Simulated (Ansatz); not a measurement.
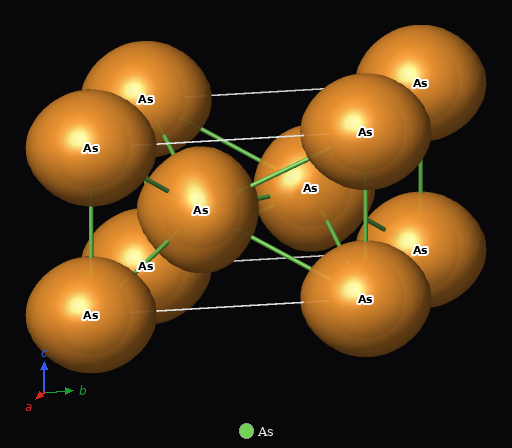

*As. Isosurface of the electron localisation function at 0.6 (orange), seen slightly off an axis. Only the valence region is drawn (cores and ρ < 0.01 e/Å³ removed). Sticks mark near contacts.*

Space group P6/mmm; set up as As, omega (AlB2-type); a generated structure, not necessarily the stable one; changed on purpose from its base cell (volume × 1.12); computed pressure about −7 GPa in this cell; computed without spin polarisation.

Computed with DFT, revPBE, plane waves (420 eV) with PAW, scalar-relativistic (Ansatz).

In a PAW calculation such maps are meaningful between the atoms, not at the nuclei.

### Describe the localisation domains.

The ELF exceeds this value in three regions wrapped around As (the valence shell of each), counted in one cell of 3 atoms. Regions shared between cells count once. Profiles from the grid: As–As (2.92 Å): the ELF is about 0.50 at the midpoint. As–As (3.27 Å): the ELF is about 0.20 at the midpoint.
